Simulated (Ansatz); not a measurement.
System: ClO₂, space group Fm-3m (No. 225) (one of a set of cubic test structures, which need not be the stable phase).

Computed with Ansatz 0.2.0 development build: equation of state of a cubic crystal from periodic Kohn-Sham density functional theory without spin, third-order Birch-Murnaghan fit to the free energies; pressure corrected for the finite basis. Level: r2SCAN.

structure type fluorite; atoms in cell 3; space group number 225; lattice centring face-centred primitive; k mesh 11×11×11; occupation method Fermi–Dirac; occupation width 0.1 eV; wave cutoff 500 eV; datasets soft-1 PAW; density tolerance 1e−07 eV; bands 14; density cutoff ratio 4; search for lower states default.

Describe the result: the energy above the lowest point and pressure against volume. The volume takes the values 10.64, 10.99, 11.33, 11.68, 12.03 Å³/atom.

A third-order Birch–Murnaghan fit gives V0 = 11.17 Å³/atom, B0 = 112 GPa and B′ = 4.7. The energy above the lowest point is 8.6 meV/atom at volume 10.64 Å³/atom and 19.3 meV/atom at 12.03 Å³/atom; the lowest computed point is at volume 11.33 Å³/atom (0.0 meV/atom), and no other minimum shows. The pressure falls from 6.0 GPa at volume 10.64 Å³/atom to −7.0 GPa at 12.03 Å³/atom, and changes sign near 11.17 Å³/atom.

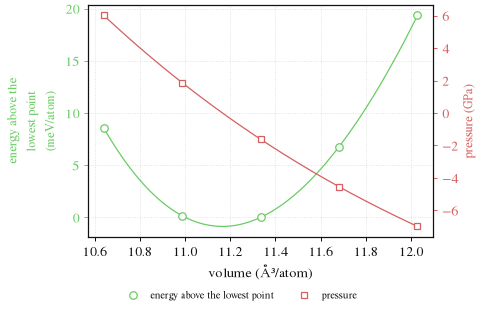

Note: cubic model structure, not the ambient form; modest k-mesh, values are not fully converged in k.
